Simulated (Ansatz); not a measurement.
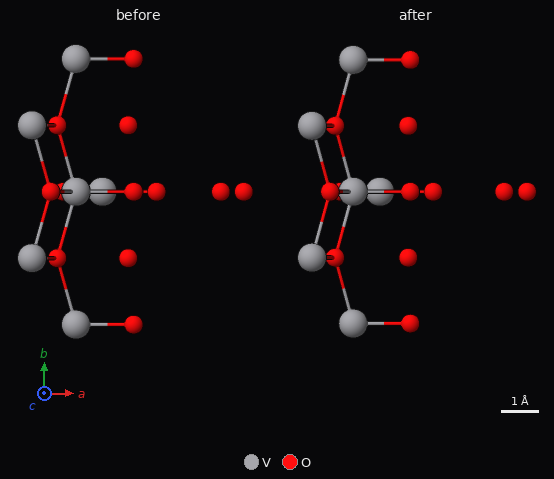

The structure of solid V₂O₅ (set up in C2/m) before (left) and after (right) a relaxation, at one scale.

Style: ball-and-stick. Shown: the atoms within 4.2 Å of the atom that moves most (axes of the conventional cell (2 times the calculation's cell)), along the c axis. Lengths and directions refer to the drawn axes.

Case: volume × 1.03, shape and atoms relaxed.

The calculation used Ansatz 0.2.0, DFT r2SCAN, scalar-relativistic, plane waves, PAW. (plane-wave cutoff 500 eV; k-point mesh 8 × 8 × 4; occupations gaussian; smearing width 0.02 eV; no spin polarisation; cell relaxed at fixed volume; force threshold 0.01 eV/Å; at most 30 steps)

Q: Summarise the run.

A: The run was cut off at its time limit before the relaxation converged, so the last structure is only a point on the way. The largest moves relative to the cell, 0.084 Å, are those of O atoms. Largest moves by element: O 0.084 Å, V 0.046 Å. The drawn cell changes at constant volume: a 15.601 → 15.726 Å (+0.8 %), b 3.600 → 3.572 Å (−0.8 %), c 10.254 → 10.227 Å (−0.3 %), β 110.5° → 110.1°. Near-neighbour distances that change, for instance: O–V 1.574 → 1.557 Å, O–V 1.895 → 1.880 Å, O–V 1.877 → 1.863 Å, O–V 2.021 → 2.009 Å. The space group stays C2/m (No. 12). Over 2 geometry steps the energy falls by 0.102 eV per cell of the calculation. Largest force component: 0.83 eV/Å at the start, 0.085 eV/Å at the end. Pressure: −5.45 GPa at the start and −1.29 GPa at the end. Cost: 4.4 min on 4 threads of Oxide Virtual Turin-like Processor (Zen 5), on a shared host, peak memory 2.7 GiB.
